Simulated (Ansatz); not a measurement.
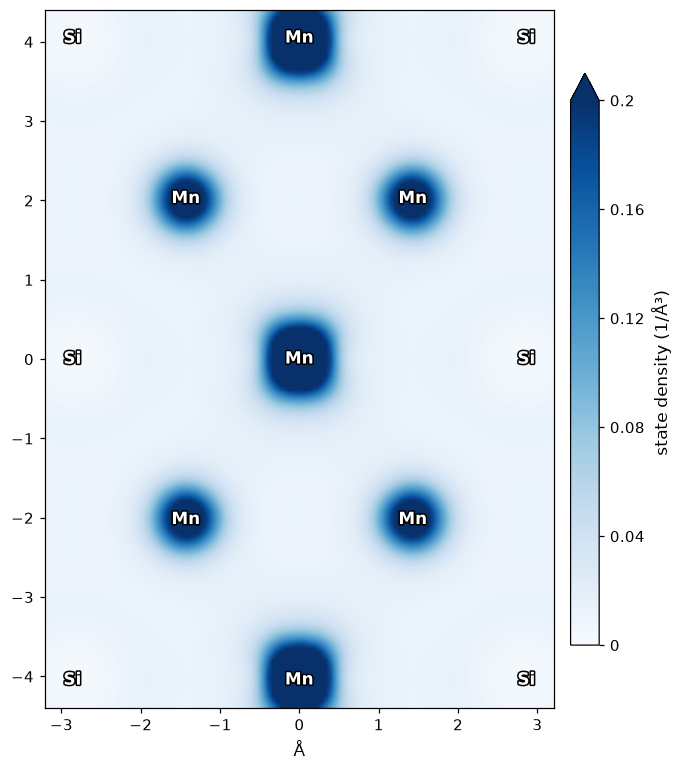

Figure 1: Mn$_{3}$Si. Density of the Kohn–Sham states from −4.4 to −2.2 eV about the Fermi level (the middle third of the occupied valence band), scaled to one electron a cell: a map on the (011) plane of the conventional cell.

Space group Fm-3m; the calculation finds a residual pressure of about −16 GPa at this fixed cell; spin-polarised. Net moment 1.0 μB in the 4-atom cell of the calculation; other magnetic orders weren't tried. So large a residual pressure suggests that the database cell is idealised or belongs to other conditions.

These are results of DFT PBEsol, scalar-relativistic, plane waves, PAW (Ansatz), not measurements.

Core electrons are frozen (PAW), so the fields are smoothed inside the atomic spheres.

**What is the character of these states?**

Löwdin projections on the PAW files' atomic orbitals give Mn 3d (75 %) and Si 3p (15 %).
In space (atomic cells sized by Bader volumes) the density divides as Mn about 85 % and Si about 15 %.
Its net spin polarisation is +18 % (up less down).
